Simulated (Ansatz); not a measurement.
**Geometry relaxation of Al24O35 (charge +1) (part 1 of 4)**

- system: Al24O35 (defect cell, 59 atoms in the cell, total charge +1)
- method: DFT PBE, scalar-relativistic, plane waves, PAW, spin-polarised (Ansatz 0.2.0)

The structure derives from an entry of the Crystallography Open Database.

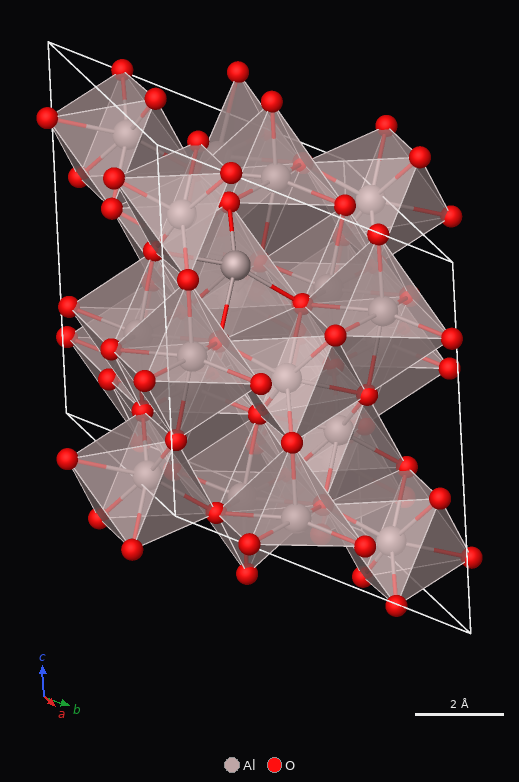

Figure 1. The structure as given in the input (polyhedral view of the cell of the calculation, seen slightly off an axis; polyhedra are completed across the faces of the cell). An atom can appear more than once, as a periodic image.

**Input**
```yaml
crystal:
  lattice:
    - [0.0, 8.3289290079, 0.0]
    - [7.2130641072, -1.3881548346, -4.374498418]
    - [-7.2130641072, -1.3881548346, -4.374498418]
  atoms:
    - { symbol: Al, position: [0.8228690618, 0.8050349092, 0.1381162758] }
    - { symbol: Al, position: [0.323920111, 0.6383637873, 0.3053472773] }
    - { symbol: Al, position: [0.8220264943, 0.1377358094, 0.8065980207], spin: 0.25 }
    - { symbol: Al, position: [0.3231241184, 0.9713433576, 0.9715545506] }
    - { symbol: Al, position: [0.8232123127, 0.4717182236, 0.4717809805] }
    - { symbol: Al, position: [0.3265761475, 0.3050351903, 0.6376430651] }
    - { symbol: Al, position: [0.9265345817, 0.1115715816, 0.4446580278] }
    - { symbol: Al, position: [0.4255263698, 0.9443864052, 0.6113230929] }
    - { symbol: Al, position: [0.9237787225, 0.444354916, 0.1131900515], spin: 0.25 }
    - { symbol: Al, position: [0.4262970351, 0.2781177953, 0.2783348903] }
    - { symbol: Al, position: [0.9261699043, 0.7778693172, 0.7779053037] }
    - { symbol: Al, position: [0.4228014463, 0.6120450335, 0.9446420961] }
    - { symbol: Al, position: [0.6864453341, 0.3628744062, 0.7029359713], spin: 0.25 }
    - { symbol: Al, position: [0.1762357148, 0.1951077608, 0.8605561462] }
    - { symbol: Al, position: [0.6755156386, 0.6953465926, 0.3616546321] }
    - { symbol: Al, position: [0.175895404, 0.5277092689, 0.528654795] }
    - { symbol: Al, position: [0.6753605613, 0.0276743329, 0.028068842] }
    - { symbol: Al, position: [0.1755924785, 0.8598537146, 0.1925764632] }
    - { symbol: Al, position: [0.5738124431, 0.0570360119, 0.3897696113] }
    - { symbol: Al, position: [0.0738950694, 0.888005351, 0.5542916673] }
    - { symbol: Al, position: [0.573153671, 0.3891012568, 0.0545150228] }
    - { symbol: Al, position: [0.0741056474, 0.2216557425, 0.2220753196] }
    - { symbol: Al, position: [0.5735282561, 0.7210550584, 0.7219996511] }
    - { symbol: Al, position: [0.0612255755, 0.5437224853, 0.8813825965], spin: 0.25 }
    - { symbol: O, position: [0.3747024539, 0.2271163071, 0.0225347034] }
    - { symbol: O, position: [0.87472043, 0.7273892908, 0.5223004595] }
    - { symbol: O, position: [0.3747019383, 0.5602424066, 0.6894491106] }
    - { symbol: O, position: [0.8747332676, 0.0605565448, 0.1891401485] }
    - { symbol: O, position: [0.3746980607, 0.8934289002, 0.3562283856] }
    - { symbol: O, position: [0.5284761719, 0.4073685515, 0.8426028099] }
    - { symbol: O, position: [0.0268889771, 0.2414435729, 0.0078933809] }
    - { symbol: O, position: [0.5277999769, 0.7403452617, 0.5095227025] }
    - { symbol: O, position: [0.0271176894, 0.5738154594, 0.6753400996] }
    - { symbol: O, position: [0.5281554931, 0.0744591676, 0.1759669178] }
    - { symbol: O, position: [0.0278233443, 0.9071713794, 0.3421933048] }
    - { symbol: O, position: [0.7222687409, 0.5743259469, 0.6758138871] }
    - { symbol: O, position: [0.2208818936, 0.4070273483, 0.842299566] }
    - { symbol: O, position: [0.7215877367, 0.9074537415, 0.3424765909] }
    - { symbol: O, position: [0.2216183785, 0.74016692, 0.5093483715] }
    - { symbol: O, position: [0.7225949741, 0.2418457653, 0.008244898] }
    - { symbol: O, position: [0.2212214737, 0.0736920464, 0.1751964038] }
    - { symbol: O, position: [0.6237295564, 0.7728028747, 0.9769033046] }
    - { symbol: O, position: [0.1235638662, 0.6057676904, 0.144169456] }
    - { symbol: O, position: [0.6258790711, 0.105574961, 0.6439252895] }
    - { symbol: O, position: [0.1243342387, 0.9399960358, 0.8099158031] }
    - { symbol: O, position: [0.6250683987, 0.4397468554, 0.3096656844] }
    - { symbol: O, position: [0.1257005115, 0.272766776, 0.4768712418] }
    - { symbol: O, position: [0.9701143958, 0.7588662633, 0.9901983181] }
    - { symbol: O, position: [0.4714187693, 0.5928048905, 0.1571616765] }
    - { symbol: O, position: [0.9714480925, 0.0940847204, 0.657721607] }
    - { symbol: O, position: [0.4717288918, 0.9263147225, 0.8240136046] }
    - { symbol: O, position: [0.9715836521, 0.4254840366, 0.3240860307] }
    - { symbol: O, position: [0.4730510029, 0.2590220822, 0.4901261912] }
    - { symbol: O, position: [0.7779672373, 0.5919179992, 0.1555439514] }
    - { symbol: O, position: [0.2776954856, 0.4256806328, 0.323414159] }
    - { symbol: O, position: [0.7778621449, 0.925680349, 0.8242092436] }
    - { symbol: O, position: [0.2762697091, 0.7595194211, 0.9905980753] }
    - { symbol: O, position: [0.7792554583, 0.2594403017, 0.4907425176] }
    - { symbol: O, position: [0.2779519217, 0.0924930056, 0.6568525676] }
  host:
    lattice:
      - [2.4043547024, 1.3881548346, 4.374498418]
      - [-2.4043547024, 1.3881548346, 4.374498418]
      - [0.0, -2.7763096693, 4.374498418]
    atoms:
      - { symbol: Al, position: [0.352145352, 0.352145352, 0.352145352] }
      - { symbol: Al, position: [0.147854648, 0.147854648, 0.147854648] }
      - { symbol: Al, position: [0.647854648, 0.647854648, 0.647854648] }
      - { symbol: Al, position: [0.852145352, 0.852145352, 0.852145352] }
      - { symbol: O, position: [0.5561715154, 0.9438284846, 0.25] }
      - { symbol: O, position: [0.25, 0.5561715154, 0.9438284846] }
      - { symbol: O, position: [0.9438284846, 0.25, 0.5561715154] }
      - { symbol: O, position: [0.4438284846, 0.0561715154, 0.75] }
      - { symbol: O, position: [0.75, 0.4438284846, 0.0561715154] }
      - { symbol: O, position: [0.0561715154, 0.75, 0.4438284846] }
total_charge: 1
basis:
  ecutwfc: 420
  xc_grid: 2
kpoints:
  mp_grid: { grid: [2, 2, 2], shift: [0.5, 0.5, 0.5] }
hamiltonian:
  xc: pbe
scf:
  occupations: { method: gaussian, width: 0.01 }
output:
  forces: true
  stress: false
  eigenvalues: true
  populations: true
  charged_corrections:
    defect_position: [0.875, 0.39372384, 0.85627616]
    epsilon: [[10.1759, 0.0, 0.0], [0.0, 10.1759, 0.0], [0.0, 0.0, 12.5375]]
  write_density: true
  write_potential: true
  elf: true
  volumetric_format: npy
magnetization:
  spin_polarized: true
relax:
  adjacent_minimum: "off"
  f_tol: 0.025
  max_steps: 60
```

Launched with:
```bash
ansatz run input.yaml --threads 8 --pin off --max-ram 22528MiB --backend cpu --events-out ev --progress --plain --runs-dir out
```

**What the program printed**
```
Engine: ansatz 0.2.0, x86_64-unknown-linux-gnu
Pseudopotentials: kind: paw
Pseudopotential: Al, paw, valence charge 3, recommended cutoff 420 eV (normal), Al.paw.azcp
Pseudopotential: O, paw, valence charge 6, recommended cutoff 420 eV (normal), O.paw.azcp
Functional definition: PBE
  parameter kappa = 0.804
  parameter beta = 0.06672455060314922
  exchange = pbe_x(kappa = kappa, mu = beta*pi^2/3)
  correlation = pbe_c(beta = beta)
Crystal: 59 atoms, lattice volume = 525.614 Å³
Basis set: ecut = 420 eV, 10293 PW (Γ), exchange–correlation on 120×120×120 points (8 copies of the dense FFT grid, shifted against one another)
Bands: 200, of which v1, the nominal top of the filled ones, is band 141 counted from 1 (140 counted from 0)
Symmetry: 1 space group operations
Space group: P1 (ITA 1), of the structure as read, at distance tolerance 8.1e-5 Å
Magnetic group: BNS 1.1 (UNI 1), of the structure as read, at distance tolerance 8.1e-5 Å
k-points: 4 of 8 (time reversal used)
Non-local potential: Al, projectors of the file, l = 0: 2, l = 1: 2, l = 2: 1
Non-local potential: O, projectors of the file, l = 0: 2, l = 1: 2, l = 2: 1
PAW form: soft (Blöchl's): semilocal exchange-correlation on the pseudo side does not see the compensation charge
PAW one-centre angular grid: Al, 110 points (default); XC on 64 Gauss nodes
PAW one-centre angular grid: O, 110 points (default); XC on 64 Gauss nodes
Initial density: superposition of atomic densities (chi_scale 0.1, normalization cell, long waves kept (reshape's long-wave potential 0.20 eV rms))
Starting moments: Σ|m| = 1 μB on 4 of 59 sites
Initial wavefunctions: pseudopotential atomic-orbital guess
Functional: x = pbe(κ = 0.804, μ = 0.2195149727645171), c = pbe(β = 0.06672455060314922)
SCF iter   1: F=—  HF=-32879.113066 eV  |F-HF|=—  |Δ(HF+E_count)|=         —  Δρ=6.51e-2 (↑6.51e-2 ↓6.45e-2)  dr2=8.64e1  dr2_m=6.83e-2  M=1.000 μB ∫|m|=1.038 μB  β_m=0.30  ethr=3.10e-3  ⟨swp⟩=6.5  Hψ=6939  notcnv=0  defer=207
preconditioner: auto → Resta (q_TF=auto, 2.458 Å⁻¹)  ε∞=3.3  [insulator: Δε(μ)=0.178 eV  Ē_g=17.908 eV  σ=0.010 eV  W_gap=1.00  n_scr=130 (ndim 8)  ℏωp=27.2 eV  f_vac=0.000  D(μ)=0.00/eV (n_scr^D=0)  ε∞_Penn≈3.3]
spin=Collinear: Resta preconditioning applied to the charge; magnetization (m = ρ↑ − ρ↓) channel mixes plain (no charge-response kernel on spin).
SCF iter   2: F=—  HF=-32859.550540 eV  |F-HF|=—  |Δ(HF+E_count)|=    1.96e1  Δρ=2.99e-2 (↑2.99e-2 ↓2.95e-2)  dr2=1.93e1  dr2_m=3.66e-2  M=1.000 μB ∫|m|=1.032 μB  β_m=0.30  ethr=3.10e-3  ⟨swp⟩=2.1  Hψ=2958  notcnv=0  defer=435
SCF iter   3: F=—  HF=-32855.218091 eV  |F-HF|=—  |Δ(HF+E_count)|=    4.33e0  Δρ=1.67e-2 (↑1.61e-2 ↓1.67e-2)  dr2=2.45e0  dr2_m=1.95e-2  M=1.000 μB ∫|m|=1.032 μB  β_m=0.30  ethr=3.10e-3  ⟨swp⟩=2.1  Hψ=2537  notcnv=0  defer=435
SCF iter   4: F=—  HF=-32855.069988 eV  |F-HF|=—  |Δ(HF+E_count)|=   1.48e-1  Δρ=2.36e-3 (↑2.36e-3 ↓2.10e-3)  dr2=3.71e-2  dr2_m=1.12e-2  M=1.000 μB ∫|m|=1.022 μB  β_m=0.30  ethr=8.72e-4  ⟨swp⟩=2.1  Hψ=1883  notcnv=0  defer=438
SCF iter   5: F=—  HF=-32855.105854 eV  |F-HF|=—  |Δ(HF+E_count)|=   3.59e-2  Δρ=1.67e-3 (↑1.67e-3 ↓1.54e-3)  dr2=9.21e-3  dr2_m=6.45e-3  M=1.000 μB ∫|m|=1.020 μB  β_m=0.30  ethr=1.32e-5  ⟨swp⟩=3.0  Hψ=2082  notcnv=0  defer=438
SCF iter   6: F=—  HF=-32855.128104 eV  |F-HF|=—  |Δ(HF+E_count)|=   2.22e-2  Δρ=9.32e-4 (↑9.32e-4 ↓9.30e-4)  dr2=1.25e-3  dr2_m=3.70e-3  M=1.000 μB ∫|m|=1.021 μB  β_m=0.30  ethr=3.28e-6  ⟨swp⟩=2.5  Hψ=2153  notcnv=0  defer=438
Mixer restart at iter 6: flushing history
spin-set hold released at iteration 6 (site moments contracting): the magnetisation degrees of freedom join the quasi-Newton model from the next iteration; the mixer history was flushed
SCF iter   7: F=—  HF=-32855.135880 eV  |F-HF|=—  |Δ(HF+E_count)|=   7.78e-3  Δρ=7.04e-4 (↑6.95e-4 ↓7.04e-4)  dr2=6.91e-4  dr2_m=2.14e-3  M=1.000 μB ∫|m|=1.023 μB  β_m=0.65  ethr=4.45e-7  ⟨swp⟩=2.6  Hψ=2146  notcnv=0  defer=438
SCF iter   8: F=—  HF=-32855.147755 eV  |F-HF|=—  |Δ(HF+E_count)|=   1.19e-2  Δρ=1.53e-4 (↑9.85e-5 ↓1.53e-4)  dr2=2.49e-4  dr2_m=3.61e-5  M=1.000 μB ∫|m|=1.035 μB  β_m=0.67  ethr=2.46e-7  ⟨swp⟩=3.0  Hψ=3200  notcnv=0  defer=438
SCF iter   9: F=—  HF=-32855.147985 eV  |F-HF|=—  |Δ(HF+E_count)|=   2.29e-4  Δρ=4.55e-5 (↑4.55e-5 ↓4.03e-5)  dr2=4.22e-5  dr2_m=2.48e-6  M=1.000 μB ∫|m|=1.038 μB  β_m=0.82  ethr=8.85e-8  ⟨swp⟩=2.5  Hψ=2948  notcnv=0  defer=438
SCF iter  10: F=—  HF=-32855.147981 eV  |F-HF|=—  |Δ(HF+E_count)|=   3.71e-6  Δρ=1.48e-5 (↑1.48e-5 ↓1.41e-5)  dr2=3.72e-6  dr2_m=5.32e-8  M=1.000 μB ∫|m|=1.038 μB  β_m=0.80  ethr=5.56e-9  ⟨swp⟩=23.6  Hψ=17152  notcnv=0
SCF iter  11: F=-32855.147980 eV  HF=-32855.147981 eV  |F-HF|=6.11e-7  |Δ(HF+E_count)|=   8.99e-8  Δρ=7.57e-6 (↑7.15e-6 ↓7.57e-6)  dr2=8.51e-7  dr2_m=2.88e-9  M=1.000 μB ∫|m|=1.038 μB  ethr=1.33e-9  ⟨swp⟩=9.9  Hψ=10193  notcnv=0
SCF 1 converged in 11 iterations: F = -32855.147980 eV  dr2 = 8.51e-7
  greatest PAW one-centre occupation: 0.860 electrons in one spin orbital (limit 2), on the O atom at site 39 (counted from 0), in its partial waves of l = 0
relax step   1: F+E_penalty+E_count = -32855.14798034 eV  Δ(F+E_penalty+E_count) = +0.000e0 eV  max|allowed force component| = 2.311e0 eV/Å  Δτ_max = 0.0000 Å  (11 SCF iters, dr2 threshold 1.56e-5 eV, accepted)
Initial density: handed on by an earlier stage of this run
Starting moments: Σ|m| = 1 μB on 4 of 59 sites; this step starts from the density that it was given
Initial wavefunctions: those handed on with the density
iter 1 solved again at ethr=3.47e-5 eV; its pass at ethr=3.10e-3 eV (dr2=9.75e-2 eV) is discarded
SCF iter   1: F=—  HF=-32856.020601 eV  |F-HF|=—  |Δ(HF+E_count)|=         —  Δρ=2.46e-3 (↑2.46e-3 ↓2.46e-3)  dr2=9.77e-2  dr2_m=1.77e-3  M=1.000 μB ∫|m|=1.045 μB  β_m=0.30  ethr=3.47e-5  ⟨swp⟩=1.9  Hψ=5403  notcnv=0  defer=435
preconditioner: auto → Resta (q_TF=auto, 2.458 Å⁻¹)  ε∞=3.6  [insulator: Δε(μ)=1.415 eV  Ē_g=16.976 eV  σ=0.010 eV  W_gap=1.00  n_scr=130 (ndim 8)  ℏωp=27.2 eV  f_vac=0.000  D(μ)=0.00/eV (n_scr^D=0)  ε∞_Penn≈3.6]
spin=Collinear: Resta preconditioning applied to the charge; magnetization (m = ρ↑ − ρ↓) channel mixes plain (no charge-response kernel on spin).
SCF iter   2: F=—  HF=-32856.008165 eV  |F-HF|=—  |Δ(HF+E_count)|=   1.24e-2  Δρ=1.72e-3 (↑1.72e-3 ↓1.70e-3)  dr2=4.82e-2  dr2_m=1.01e-3  M=1.000 μB ∫|m|=1.043 μB  β_m=0.62  ethr=3.47e-5  ⟨swp⟩=2.0  Hψ=1210  notcnv=0  defer=435
SCF iter   3: F=—  HF=-32855.999972 eV  |F-HF|=—  |Δ(HF+E_count)|=   8.19e-3  Δρ=3.76e-4 (↑3.36e-4 ↓3.76e-4)  dr2=2.36e-3  dr2_m=5.06e-5  M=1.000 μB ∫|m|=1.037 μB  β_m=0.63  ethr=1.72e-5  ⟨swp⟩=2.5  Hψ=2070  notcnv=0  defer=435
SCF iter   4: F=—  HF=-32855.999849 eV  |F-HF|=—  |Δ(HF+E_count)|=   1.24e-4  Δρ=1.19e-4 (↑1.19e-4 ↓1.05e-4)  dr2=1.94e-4  dr2_m=4.57e-6  M=1.000 μB ∫|m|=1.035 μB  β_m=0.79  ethr=8.39e-7  ⟨swp⟩=2.0  Hψ=2282  notcnv=0  defer=435
SCF iter   5: F=-32855.999872 eV  HF=-32855.999880 eV  |F-HF|=7.32e-6  |Δ(HF+E_count)|=   3.10e-5  Δρ=3.38e-5 (↑3.18e-5 ↓3.38e-5)  dr2=1.59e-5  dr2_m=1.53e-7  M=1.000 μB ∫|m|=1.034 μB  ethr=3.56e-8  ⟨swp⟩=20.1  Hψ=15032  notcnv=0
SCF 2 converged in 5 iterations: F = -32855.999872 eV  dr2 = 1.59e-5
[... from here on the iterations of each SCF are left out, up to the last one ...]
relax step   2: F+E_penalty+E_count = -32855.99987234 eV  Δ(F+E_penalty+E_count) = -8.519e-1 eV  max|allowed force component| = 7.793e-1 eV/Å  Δτ_max = 0.1379 Å  (5 SCF iters, dr2 threshold 1.00e-4 eV, accepted)
preconditioner: auto → Resta (q_TF=auto, 2.458 Å⁻¹)  ε∞=3.5  [insulator: Δε(μ)=1.486 eV  Ē_g=17.010 eV  σ=0.010 eV  W_gap=1.00  n_scr=130 (ndim 8)  ℏωp=27.2 eV  f_vac=0.000  D(μ)=0.00/eV (n_scr^D=0)  ε∞_Penn≈3.5]
spin=Collinear: Resta preconditioning applied to the charge; magnetization (m = ρ↑ − ρ↓) channel mixes plain (no charge-response kernel on spin).
SCF 3 converged in 6 iterations: F = -32856.221257 eV  dr2 = 2.30e-6
relax step   3: F+E_penalty+E_count = -32856.22125654 eV  Δ(F+E_penalty+E_count) = -2.214e-1 eV  max|allowed force component| = 1.445e-1 eV/Å  Δτ_max = 0.0946 Å  (6 SCF iters, dr2 threshold 3.80e-5 eV, accepted)
preconditioner: auto → Resta (q_TF=auto, 2.458 Å⁻¹)  ε∞=3.5  [insulator: Δε(μ)=1.482 eV  Ē_g=17.011 eV  σ=0.010 eV  W_gap=1.00  n_scr=130 (ndim 8)  ℏωp=27.2 eV  f_vac=0.000  D(μ)=0.00/eV (n_scr^D=0)  ε∞_Penn≈3.5]
spin=Collinear: Resta preconditioning applied to the charge; magnetization (m = ρ↑ − ρ↓) channel mixes plain (no charge-response kernel on spin).
SCF 4 converged in 5 iterations: F = -32856.228807 eV  dr2 = 4.66e-7
relax step   4: F+E_penalty+E_count = -32856.22880666 eV  Δ(F+E_penalty+E_count) = -7.550e-3 eV  max|allowed force component| = 9.701e-3 eV/Å  Δτ_max = 0.0083 Å  (5 SCF iters, dr2 threshold 1.31e-6 eV, accepted)
iter 1 solved again at ethr=1.66e-10 eV; its pass at ethr=3.10e-3 eV (dr2=4.67e-7 eV) is discarded
SCF iter   1: F=—  HF=-32856.228807 eV  |F-HF|=—  |Δ(HF+E_count)|=         —  Δρ=5.33e-6 (↑4.93e-6 ↓5.33e-6)  dr2=4.66e-7  dr2_m=2.23e-9  M=1.000 μB ∫|m|=1.032 μB  β_m=0.30  ethr=1.66e-10  ⟨swp⟩=1.0  Hψ=3744  notcnv=0
preconditioner: auto → Resta (q_TF=auto, 2.458 Å⁻¹)  ε∞=3.5  [insulator: Δε(μ)=1.478 eV  Ē_g=17.010 eV  σ=0.010 eV  W_gap=1.00  n_scr=130 (ndim 8)  ℏωp=27.2 eV  f_vac=0.000  D(μ)=0.00/eV (n_scr^D=0)  ε∞_Penn≈3.5]
spin=Collinear: Resta preconditioning applied to the charge; magnetization (m = ρ↑ − ρ↓) channel mixes plain (no charge-response kernel on spin).
SCF iter   2: F=—  HF=-32856.228807 eV  |F-HF|=—  |Δ(HF+E_count)|=   4.78e-8  Δρ=3.00e-6 (↑2.81e-6 ↓3.00e-6)  dr2=1.69e-7  dr2_m=1.35e-9  M=1.000 μB ∫|m|=1.032 μB  β_m=0.47  ethr=1.66e-10  ⟨swp⟩=2.0  Hψ=2051  notcnv=0
iter 3 did not close the SCF: its close was put off for a magnetic moment that had not settled (scf_convergence_deferred on its scf_iter line)
SCF iter   3: F=-32856.228807 eV  HF=-32856.228807 eV  |F-HF|=3.07e-9  |Δ(HF+E_count)|=   8.14e-9  Δρ=1.29e-6 (↑1.23e-6 ↓1.29e-6)  dr2=3.33e-8  dr2_m=3.26e-10  M=1.000 μB ∫|m|=1.032 μB  β_m=0.66  ethr=3.56e-11  ⟨swp⟩=7.0  Hψ=7271  notcnv=0
SCF iter   4: F=-32856.228807 eV  HF=-32856.228807 eV  |F-HF|=5.09e-11  |Δ(HF+E_count)|=   8.43e-9  Δρ=1.76e-7 (↑1.76e-7 ↓1.76e-7)  dr2=4.61e-10  dr2_m=2.05e-11  M=1.000 μB ∫|m|=1.032 μB  ethr=1.19e-11  ⟨swp⟩=5.0  Hψ=7426  notcnv=0
SCF 5 converged in 4 iterations: F = -32856.228807 eV  dr2 = 4.61e-10
relax step   5: F+E_penalty+E_count = -32856.22880684 eV  Δ(F+E_penalty+E_count) = -1.810e-7 eV  max|allowed force component| = 9.760e-3 eV/Å  Δτ_max = 0.0000 Å  (4 SCF iters, accepted)
```
